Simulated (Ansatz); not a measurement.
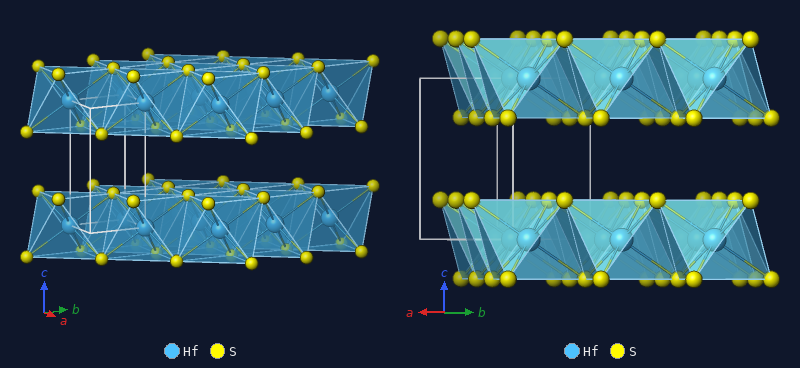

Polyhedra are drawn about Hf (bonds: Hf–S below 2.9 Å); other atoms are plain spheres. Two views of the same piece.

HfS2 (space group P-3m1, No. 164). Coordinates: the input geometry of an electronic-structure calculation (not necessarily at equilibrium); the starting structure was generated, so it need not be a known form of this composition.

> What figure surrounds each Hf atom, and what does it share with the other drawn polyhedra?

Hf: HfS6 octahedron, sharing edges with six neighbours.

> What is the connectivity of the polyhedra: isolated, groups, chains, layers or framework?

They form layers of edge-sharing octahedra parallel to (001).

> How far apart are the centres of linked polyhedra?

Centre to centre across a shared edge: 3.63 Å.
